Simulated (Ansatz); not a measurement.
**Geometry relaxation, with input and output: Zr11S25 (charge +2) (part 3 of 3)**

The same run, continued: Zr11S25 (defect cell, 36 atoms in the cell, total charge +2); DFT PBE, scalar-relativistic, plane waves, PAW, no spin polarisation (Ansatz 0.2.0); cutoff 420 eV, 2×2×2 k-mesh, Gaussian smearing of 0.01 eV. The structure derives from a Materials Project entry. It belongs to a series of runs on one base structure; here: S on a Zr site (a), charge +2, atoms relaxed at the host's cell.

Output, continued
```
--- Relaxed structure (4 steps of the walk, 3 accepted, 0 SCFs on fresh bases) ---
  F+E_penalty+E_count = -68632.96676507 eV   max|allowed force component| = 4.225e-3 eV/Å
  atoms:
    - { symbol: S, position: [0.8566663650572907, 0.3573854488086308, 0.8569987717417964] }
    - { symbol: Zr, position: [0.5067592477266727, 1.0074777546701559, 0.5071104514744604] }
    - { symbol: Zr, position: [0.6524111269790916, 0.16708680411119428, 0.15948809255700544] }
    - { symbol: Zr, position: [0.1591087756952475, 0.15316437516039477, 0.6667332608526761] }
    - { symbol: Zr, position: [0.6663244450473242, 0.6598265411559837, 0.6527278328988148] }
    - { symbol: Zr, position: [0.3313263457329475, 0.33772988706188223, 0.34362967583140275] }
    - { symbol: Zr, position: [-0.0006311068195437499, -0.006258665107924323, -0.014121774883395208] }
    - { symbol: Zr, position: [0.8370635767260537, 0.8440145731052116, 0.33170755412350483] }
    - { symbol: Zr, position: [0.49306276447004804, 0.48621790859292585, -0.0003166564228136437] }
    - { symbol: Zr, position: [0.34324093315525095, 0.8320094308023522, 0.8373228702143498] }
    - { symbol: Zr, position: [0.985541355192322, 0.5000890240120109, 0.49339096913558644] }
    - { symbol: Zr, position: [0.17313852210580213, 0.6738018770323493, 0.17345281409683375] }
    - { symbol: S, position: [0.39825483423970465, 0.2407932624036981, 0.5813424024952472] }
    - { symbol: S, position: [0.07295199747697795, 0.9152927309398133, 0.23218357390405378] }
    - { symbol: S, position: [0.23604457412291274, 0.07159348254590592, 0.9037225526972685] }
    - { symbol: S, position: [0.7400691225725988, 0.08173190521470014, 0.3986113536232898] }
    - { symbol: S, position: [0.23185991989036323, 0.5736440741492475, 0.41492134300464234] }
    - { symbol: S, position: [0.9035113313408772, 0.25383033680526734, 0.05413615062745342] }
    - { symbol: S, position: [0.5809751462856216, 0.8989400560541672, 0.7404272892812086] }
    - { symbol: S, position: [0.4145802077575931, 0.7325611293170986, 0.07320892422881264] }
    - { symbol: S, position: [0.05380685330157159, 0.4042288317016283, 0.753479131268317] }
    - { symbol: S, position: [0.9033674744545287, 0.7367316483699681, 0.5713275231511067] }
    - { symbol: S, position: [0.57089595082913, 0.4041078413995018, 0.23637561569589954] }
    - { symbol: S, position: [0.7530921969847101, 0.5545329455385789, 0.903843990381097] }
    - { symbol: S, position: [0.7573645895257768, 0.43333634731365894, 0.5824727283943696] }
    - { symbol: S, position: [0.42260088553980857, 0.09709752157781276, 0.2718252040261692] }
    - { symbol: S, position: [0.5821991364207622, 0.25805305459848854, 0.9329743506880777] }
    - { symbol: S, position: [0.09433343650568898, 0.26215203217415367, 0.4287444837087675] }
    - { symbol: S, position: [0.5964173589512621, 0.7722147752399384, 0.42290189528311384] }
    - { symbol: S, position: [0.25573347153477266, 0.4312368130528137, 0.10487081095591433] }
    - { symbol: S, position: [0.9326600450662703, 0.08289613926692552, 0.7576779683902909] }
    - { symbol: S, position: [0.7614488790106266, 0.9291121025623871, 0.09470921006572541] }
    - { symbol: S, position: [0.4283766983259044, 0.5949896884125133, 0.7617498902313646] }
    - { symbol: S, position: [0.2714698134781778, 0.9233216204731138, 0.5967067783191438] }
    - { symbol: S, position: [0.9305301074380632, 0.6052422326511167, 0.25609956834712255] }
    - { symbol: S, position: [0.10447210997778594, 0.7564309612323323, 0.9308913296113244] }
```

Trajectory as extended XYZ (Å, eV, eV/Å), 4 frames, from step=1 to step=4
```
36
Lattice="-7.3704 0.0000 -6.7579 3.6852 6.3830 -6.7579 3.6852 -6.3830 -6.7579" Properties=species:S:1:pos:R:3:forces:R:3 step=1 energy=-68632.94643
S    -1.8401   -3.1850  -13.9958    0.1844   0.0532   0.1389
Zr    1.8468    3.1931  -13.6798    0.0084   0.0000   0.0236
Zr   -3.5969    0.0408   -6.6018   -0.0384   0.0713  -0.0378
Zr    1.8378   -3.2823   -6.6029   -0.0544   0.0749  -0.1535
Zr   -0.0732    0.0556  -13.3596   -0.0693  -0.1385  -0.0086
Zr    0.0656   -0.0341   -6.8567    0.0187  -0.0283   0.0212
Zr   -0.0807    0.0419    0.1552    0.0354   0.0050  -0.0888
Zr   -1.8391    3.2651  -13.6125    0.0080   0.0306   0.0192
Zr   -1.8325    3.1002   -6.6022   -0.0383   0.0561  -0.0977
Zr    3.6273   -0.0347  -13.6134   -0.0392   0.0005   0.0137
Zr   -3.6059    0.0551  -13.3612    0.0560  -0.0877   0.0276
Zr    1.8456    3.1928   -6.9224   -0.0108  -0.0017   0.0715
S     0.0982   -2.1757   -8.2547   -0.0218   0.0093   0.0029
S     3.6921    4.3645   -8.2543    0.0014   0.0063  -0.0011
S     1.8592   -5.3100   -8.1887   -0.0184  -0.0105   0.0184
S    -3.6859   -2.0185   -8.2531   -0.0026   0.0101   0.0181
S     1.9366    1.0086   -8.2560    0.0064   0.0013   0.0018
S    -5.5275    1.2930   -8.1675   -0.0035  -0.1794  -0.0752
S     1.7561    1.0079  -15.0118   -0.0202  -0.0046   0.0268
S    -0.0908    4.2073   -8.2553    0.0154   0.0005  -0.0071
S     3.8868   -2.2216   -8.1588   -0.1643   0.0341  -0.1544
S    -1.8391    1.0518  -14.9454    0.0166  -0.0057   0.0468
S    -1.8537    1.0731   -8.1876    0.0115  -0.0271   0.0258
S    -0.1662   -2.2459  -14.9509   -0.0549   0.0901   0.1139
S    -1.8504   -0.9455  -11.9578    0.0948   0.0945  -0.1378
S    -1.7487   -1.1221   -5.3502    0.0137  -0.0052  -0.0182
S     0.1298   -4.3115  -11.9707   -0.1012  -0.0684   0.0580
S     1.8437   -1.0608   -5.3111   -0.0162   0.0229   0.0159
S     0.0113    2.2378  -12.1082   -0.0105  -0.0052  -0.0179
S     0.0999    2.0821   -5.3509    0.0511  -0.0255  -0.0357
S    -3.8020   -4.3079  -11.9973    0.1761  -0.0270   0.2320
S    -1.8401    5.3194  -12.0674    0.0006   0.0036   0.0101
S     1.8474   -1.0618  -12.0688   -0.0034   0.0241   0.0167
S     3.5917    2.0813  -12.1086   -0.0226  -0.0117  -0.0139
S    -3.6901    2.2370  -12.1083    0.0054   0.0418  -0.0317
S     5.4416   -1.1231  -12.1094   -0.0149  -0.0043  -0.0264
36
Lattice="-7.3704 0.0000 -6.7579 3.6852 6.3830 -6.7579 3.6852 -6.3830 -6.7579" Properties=species:S:1:pos:R:3:forces:R:3 step=2 energy=-68632.94137 accepted=F
S    -1.8605   -3.1948  -14.0140    0.0639   0.0597   0.1024
Zr    1.8486    3.1935  -13.6778    0.0097   0.0320   0.0665
Zr   -3.6185    0.0606   -6.6074    0.0690  -0.0615  -0.0065
Zr    1.8681   -3.2846   -6.5958   -0.1283   0.0225  -0.0164
Zr   -0.0579    0.0360  -13.3727   -0.0826   0.0686  -0.0132
Zr    0.0775   -0.0472   -6.8528   -0.0531   0.0339   0.0121
Zr   -0.0686    0.0677    0.1603   -0.0369  -0.0902  -0.0045
Zr   -1.8313    3.2821  -13.6067   -0.0129  -0.0717   0.0113
Zr   -1.8697    3.1030   -6.6064    0.1156  -0.0115  -0.0311
Zr    3.6112   -0.0369  -13.6089    0.0906   0.0101   0.0151
Zr   -3.5878    0.0263  -13.3656   -0.0080   0.1017  -0.0313
Zr    1.8468    3.1964   -6.9137   -0.0049  -0.0058   0.0537
S     0.1085   -2.1876   -8.2464    0.0191   0.0282  -0.0029
S     3.6929    4.3807   -8.2408    0.0200  -0.0151  -0.0244
S     1.8497   -5.3141   -8.1762    0.0653   0.0515   0.0042
S    -3.6801   -2.0042   -8.2465   -0.0428  -0.0334  -0.0267
S     1.9505    1.0063   -8.2427   -0.0184  -0.0151  -0.0385
S    -5.5400    1.2781   -8.1953    0.0428  -0.0726  -0.0269
S     1.7512    1.0113  -15.0134    0.0512  -0.0256  -0.0304
S    -0.0980    4.2011   -8.2451   -0.0197   0.0168  -0.0180
S     3.8659   -2.2425   -8.2104   -0.0753   0.0764   0.0530
S    -1.8249    1.0578  -14.9278   -0.0627  -0.0011  -0.0910
S    -1.8479    1.0617   -8.1754   -0.0524   0.0746  -0.0379
S    -0.1944   -2.2184  -14.9391    0.1023  -0.0841  -0.0742
S    -1.8163   -0.9564  -11.9835   -0.0957  -0.0444   0.0632
S    -1.7624   -1.1112   -5.3654    0.0503  -0.0456   0.0524
S     0.0813   -4.3058  -11.9625    0.0326   0.0109  -0.0573
S     1.8547   -1.0625   -5.3003    0.0188  -0.0163  -0.0156
S     0.0122    2.2210  -12.1212    0.0219   0.1144   0.0567
S     0.0863    2.0813   -5.3741    0.0243   0.0122   0.0644
S    -3.7624   -4.3001  -11.9446   -0.0632  -0.0219  -0.1182
S    -1.8422    5.3330  -12.0546    0.0092  -0.0285  -0.0099
S     1.8440   -1.0666  -12.0535    0.0316  -0.0194  -0.0155
S     3.6018    2.0845  -12.1169   -0.0340  -0.0043   0.0361
S    -3.6787    2.2262  -12.1281   -0.0206   0.0156   0.0522
S     5.4449   -1.1079  -12.1207   -0.0270  -0.0609   0.0459
36
Lattice="-7.3704 0.0000 -6.7579 3.6852 6.3830 -6.7579 3.6852 -6.3830 -6.7579" Properties=species:S:1:pos:R:3:forces:R:3 step=3 energy=-68632.96622
S    -1.8391   -3.1900  -13.9951   -0.0010  -0.0048  -0.0051
Zr    1.8468    3.1939  -13.6633   -0.0062   0.0006   0.0139
Zr   -3.6059    0.0480   -6.6152   -0.0001  -0.0038   0.0047
Zr    1.8492   -3.2790   -6.6150   -0.0009   0.0019   0.0064
Zr   -0.0724    0.0467  -13.3717   -0.0008   0.0053  -0.0036
Zr    0.0685   -0.0370   -6.8468    0.0019  -0.0063   0.0032
Zr   -0.0715    0.0475    0.1395    0.0053   0.0061   0.0136
Zr   -1.8376    3.2689  -13.6059    0.0070   0.0123   0.0082
Zr   -1.8435    3.1055   -6.6137    0.0075   0.0007   0.0009
Zr    3.6230   -0.0343  -13.6011   -0.0046   0.0020   0.0024
Zr   -3.6014    0.0432  -13.3726   -0.0134   0.0061  -0.0083
Zr    1.8455    3.1925   -6.8969    0.0052   0.0058  -0.0042
S     0.0938   -2.1751   -8.2474    0.0099   0.0057  -0.0099
S     3.6900    4.3607   -8.2500   -0.0004  -0.0069  -0.0017
S     1.8538   -5.3116   -8.1863   -0.0007   0.0020  -0.0079
S    -3.6847   -2.0214   -8.2485    0.0005  -0.0018  -0.0041
S     1.9343    1.0135   -8.2498    0.0034  -0.0024   0.0075
S    -5.5247    1.2703   -8.1847    0.0041   0.0397  -0.0034
S     1.7599    1.0116  -15.0061   -0.0004  -0.0029   0.0047
S    -0.0865    4.2086   -8.2472   -0.0036  -0.0022   0.0022
S     3.8675   -2.2291   -8.1848    0.0271  -0.0079  -0.0005
S    -1.8372    1.0565  -14.9446   -0.0005  -0.0113  -0.0049
S    -1.8490    1.0708   -8.1860    0.0025   0.0075  -0.0023
S    -0.1736   -2.2289  -14.9405   -0.0237  -0.0120  -0.0055
S    -1.8377   -0.9414  -11.9778    0.0005  -0.0267   0.0028
S    -1.7550   -1.1150   -5.3505    0.0060  -0.0061  -0.0007
S     0.1010   -4.3099  -11.9802   -0.0089   0.0040  -0.0016
S     1.8496   -1.0624   -5.3080    0.0048  -0.0025   0.0024
S     0.0079    2.2319  -12.1078    0.0050   0.0014  -0.0041
S     0.0935    2.0819   -5.3520   -0.0112   0.0027   0.0037
S    -3.7792   -4.3122  -11.9813    0.0045   0.0116  -0.0062
S    -1.8404    5.3241  -12.0658    0.0016   0.0009   0.0012
S     1.8443   -1.0629  -12.0625   -0.0037  -0.0065  -0.0005
S     3.6003    2.0856  -12.1075   -0.0054  -0.0047   0.0006
S    -3.6835    2.2305  -12.1103   -0.0044  -0.0035   0.0004
S     5.4485   -1.1144  -12.1086   -0.0066  -0.0042  -0.0040
36
Lattice="-7.3704 0.0000 -6.7579 3.6852 6.3830 -6.7579 3.6852 -6.3830 -6.7579" Properties=species:S:1:pos:R:3:forces:R:3 step=4 energy=-68632.96677
S    -1.8387   -3.1890  -13.9960    0.0011  -0.0004  -0.0028
Zr    1.8465    3.1938  -13.6601    0.0003  -0.0006  -0.0020
Zr   -3.6050    0.0485   -6.6159   -0.0021   0.0022  -0.0025
Zr    1.8488   -3.2781   -6.6160   -0.0009  -0.0005  -0.0017
Zr   -0.0741    0.0453  -13.3731   -0.0029  -0.0027  -0.0027
Zr    0.0689   -0.0377   -6.8436   -0.0005   0.0001  -0.0018
Zr   -0.0705    0.0502    0.1420    0.0012   0.0011  -0.0020
Zr   -1.8367    3.2700  -13.6022    0.0004  -0.0008  -0.0015
Zr   -1.8434    3.1055   -6.6157    0.0011   0.0010  -0.0019
Zr    3.6220   -0.0339  -13.6008   -0.0003   0.0005  -0.0012
Zr   -3.6027    0.0428  -13.3740    0.0012  -0.0008  -0.0019
Zr    1.8462    3.1937   -6.8957    0.0011   0.0006  -0.0018
S     0.0944   -2.1737   -8.2473   -0.0010   0.0005   0.0001
S     3.6910    4.3603   -8.2475   -0.0002  -0.0007   0.0011
S     1.8545   -5.3115   -8.1863   -0.0016  -0.0010  -0.0004
S    -3.6845   -2.0226   -8.2474   -0.0003  -0.0011   0.0001
S     1.9342    1.0131   -8.2475   -0.0008   0.0002   0.0013
S    -5.5243    1.2746   -8.1871    0.0007   0.0004   0.0033
S     1.7594    1.0118  -15.0049    0.0009   0.0005   0.0014
S    -0.0862    4.2086   -8.2470    0.0006  -0.0007   0.0010
S     3.8698   -2.2293   -8.1873    0.0000   0.0001   0.0033
S    -1.8377    1.0558  -14.9446   -0.0004   0.0034   0.0015
S    -1.8474    1.0706   -8.1864    0.0007  -0.0009  -0.0003
S    -0.1762   -2.2296  -14.9449   -0.0015  -0.0003   0.0042
S    -1.8386   -0.9519  -11.9829    0.0020  -0.0025  -0.0021
S    -1.7552   -1.1153   -5.3490    0.0017  -0.0001   0.0013
S     0.0981   -4.3080  -11.9833   -0.0032  -0.0002  -0.0007
S     1.8508   -1.0634   -5.3065    0.0010  -0.0003   0.0013
S     0.0084    2.2297  -12.1070    0.0001   0.0008   0.0013
S     0.0908    2.0832   -5.3512    0.0000   0.0007   0.0018
S    -3.7764   -4.3071  -11.9834    0.0036   0.0009  -0.0003
S    -1.8392    5.3260  -12.0647   -0.0001   0.0006   0.0016
S     1.8426   -1.0644  -12.0636    0.0000   0.0000   0.0003
S     3.6008    2.0848  -12.1068   -0.0001  -0.0004   0.0006
S    -3.6842    2.2286  -12.1093   -0.0007   0.0008   0.0009
S     5.4481   -1.1136  -12.1088   -0.0010  -0.0004   0.0012
```

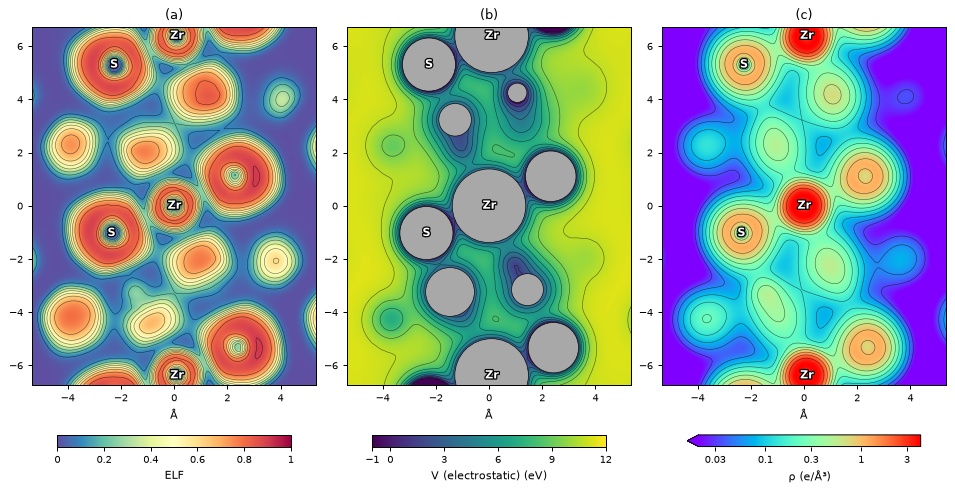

*(a) electron localisation function; (b) electrostatic potential (local pseudopotential plus Hartree) felt by an electron; (c) valence charge density (pseudo) on the (011) plane of the calculation cell. Grey discs, where drawn, cover atomic cores.*

Atoms in the plane: Zr and S. Zr–S (2.57 Å): the density is about 0.44 e/Å³ at the midpoint; the ELF is about 0.40 at the midpoint; a polar contact without a shared pair, in a metal. Away from the nuclei the density in this plane falls to 0.003 e/Å³ at its lowest. The strong features right at Zr lie inside the PAW spheres (semicore, d or f shells) and say nothing about bonding. Outside the cores the potential energy rises away from the atoms and is highest about 2.2 Å from the nearest atoms; outside the discs it spans about 12 eV, and its zero is arbitrary. Core electrons are frozen (PAW), so the fields are smoothed inside the atomic spheres.

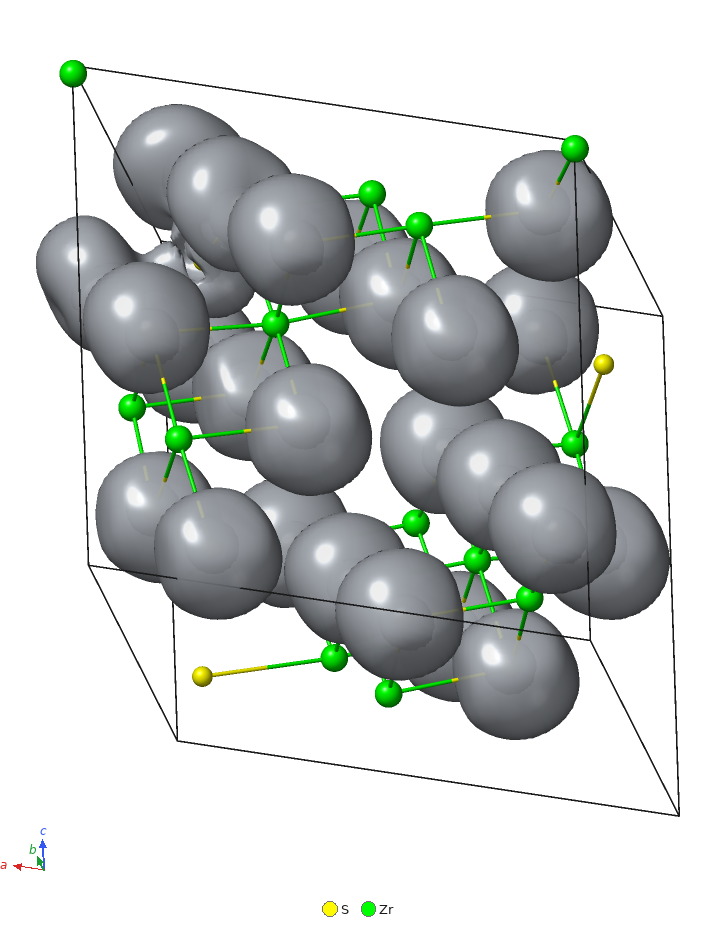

*Isosurface of the ELF at 0.7 (grey), seen at an oblique angle. Core shells and regions of very low density are left out. Sticks mark near contacts. The outline is the calculation cell.*

Along the contacts the grid gives the following. Zr–S (2.46 Å): the ELF is about 0.40 at the midpoint (a polar contact without a shared pair, in a metal).

Key numbers

```json
{"quantity": "outcome", "value": "converged"}
{"quantity": "electrons treated", "value": "280"}
{"quantity": "free energy", "value": "−68632.9668 eV"}
{"quantity": "Fermi energy", "value": "4.491 eV"}
{"quantity": "gap on the k-point mesh", "value": "none (metallic)"}
{"quantity": "final volume", "value": "953.78 Å³"}
{"quantity": "largest force (length of the vector) at the end", "value": "0.005 eV/Å"}
{"quantity": "wall time", "value": "5 min (CPU time 18 min)"}
{"quantity": "peak memory", "value": "3.1 GiB"}
```

The cell is charged and computed with a neutralising background, so its energy and pressure depend on the cell and aren't those of a real crystal.
